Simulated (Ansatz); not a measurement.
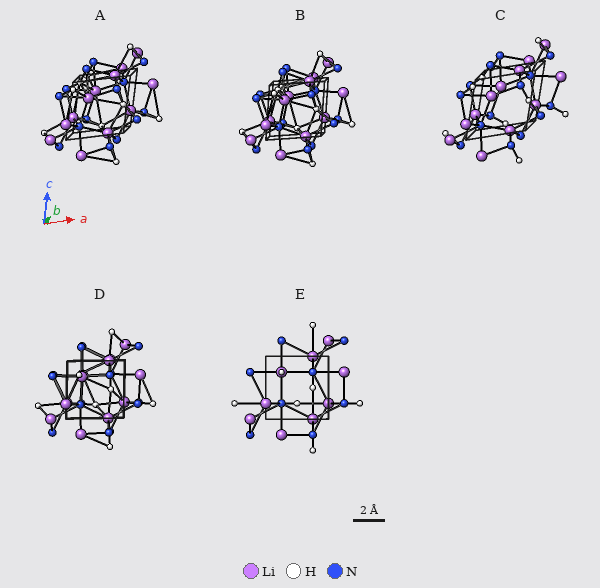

5 geometries from one relaxation of a crystal of Li$_{3}$H$_{3}$N$_{2}$ (built on the V3Cr3Si2-155 type type), in shuffled order. The picture is a ball-and-stick view of the cell of the calculation, seen along the b axis.

The calculation used DFT, PBEsol, plane waves, PAW (Ansatz 0.2.0). Set-up: plane-wave cutoff 420 eV; k-point mesh 6 × 6 × 6; occupations fermi dirac; smearing width 0.03 eV; no spin polarisation; cell and atoms relaxed; force threshold 0.01 eV/Å; at most 120 steps.

Q: Order the frames from highest to lowest energy.

A: E, D, B, A, C. They are steps 0, 2, 5, 8, 19, at +972 meV per atom, +743 meV per atom, +267 meV per atom, +45.2 meV per atom relative to the last. The largest moves relative to the cell, 0.97 Å, are those of H atoms. By element the largest moves are H 0.97 Å, N 0.56 Å, Li 0.30 Å. The drawn cell changes as follows: a = b = c 4.048 → 3.977 Å (−1.8 %), α 90.0° → 70.7°, β 90.0° → 70.7°, γ 90.0° → 70.7°; the volume changes by −18.2 %. Near-neighbour distances that change, for instance: H–N 2.265 → 1.353 Å, H–Li 2.480 → 1.735 Å, Li–Li 2.479 → 2.962 Å, H–Li 2.024 → 2.362 Å. New bonds form, among them: H–Li (2.48 → 1.73 Å). Bond angles that change, for instance: Li–N–Li 113.7° → 84.1°, N–Li–N 101.5° → 130.8°, N–Li–N 101.6° → 78.2°. The space group stays R32 (No. 155). The energy falls by 972 meV per atom in 16 accepted moves (19 points after the start). Largest force component: 0.53 eV/Å at the start, 0.00028 eV/Å at the end. The pressure goes from −17.21 to 0.01 GPa. At 3 points the geometry stayed and the basis and grid were re-selected for the new cell (energy shift of 11.8 meV per atom at most each time).
